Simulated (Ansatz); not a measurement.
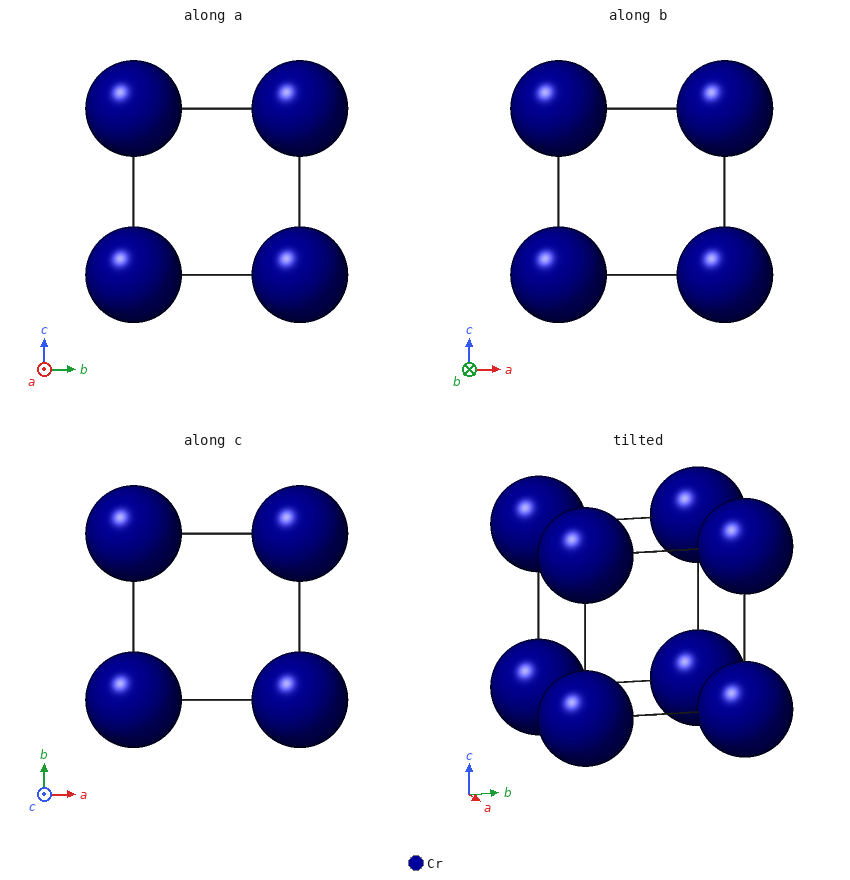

This spheres-only model is shown along the a axis, along the b axis, along the c axis and slightly off an axis. The wireframe shows the conventional unit cell.

Lattice parameters: a = 2.2411 Å, b = 2.2411 Å, c = 2.2411 Å, α = 90.000°, β = 90.000°, γ = 90.000°.

### Turn the picture into a CIF with its space group and independent sites.

```cif
data_structure
_symmetry_space_group_name_H-M 'P m -3 m'
_symmetry_Int_Tables_number 221
_cell_length_a 2.2411
_cell_length_b 2.2411
_cell_length_c 2.2411
_cell_angle_alpha 90.000
_cell_angle_beta 90.000
_cell_angle_gamma 90.000
_cell_volume 11.26
loop_
_atom_site_label
_atom_site_type_symbol
_atom_site_symmetry_multiplicity
_atom_site_Wyckoff_symbol
_atom_site_fract_x
_atom_site_fract_y
_atom_site_fract_z
_atom_site_occupancy
Cr1 Cr 1 a 0.0000 0.0000 0.0000 1
```

The structure was taken from a structure type filled with this element by a generator (whether the element takes this form wasn't checked). Earlier steps of the study may have refined or changed the cell and positions. Ansatz was used for an electronic-structure calculation on it.

At this level of theory the cell isn't at rest (compressed, at 32 GPa), so its distances can differ from those at equilibrium, the more so the softer the solid.
